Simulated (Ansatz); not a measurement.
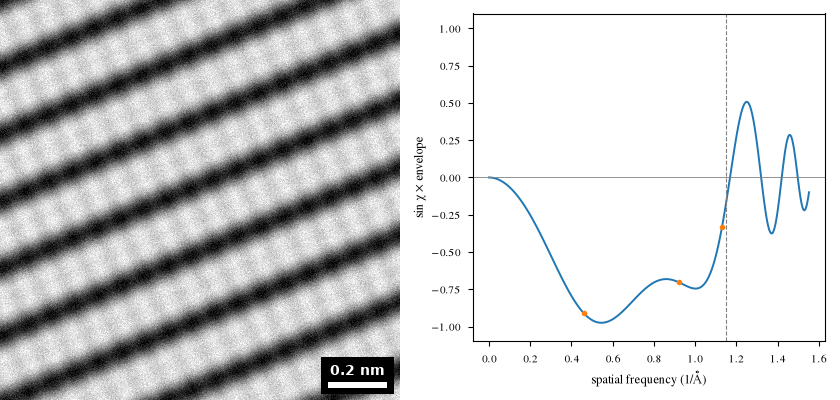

HRTEM-like image of Ru (Im-3m, No. 229) along [211]. Simulated in the weak-phase-object approximation with neutral-atom potentials: 300 kV, Cs = 40 µm, defocus −106 Å (negative is underfocus), defocus spread 12 Å, aperture 1.15 1/Å. Shot noise was added. Structure used: the end point of a relaxation with DFT, r2SCAN, plane waves (500 eV) with PAW, scalar-relativistic in Ansatz; the starting structure was generated, so it need not be a known form of this composition.

The plot gives the contrast transfer function, the aperture (dashed) and the crystal's spatial frequencies that carry visible contrast (dots).

What point resolution do these settings give, and which lattice spacings pass?

Answer. About 0.9 Å (0.66 |Cs|^(1/4) λ^(3/4) with λ = 0.0197 Å). The spacings that carry visible contrast are {110} at 2.17 Å, {220} at 1.08 Å, {222} at 0.88 Å.

Do the atom columns appear dark or bright, and why?

Answer. Dark. With positive Cs and underfocus sin χ is negative over the pass band, so the strongest columns (Ru) come out darker than the background.
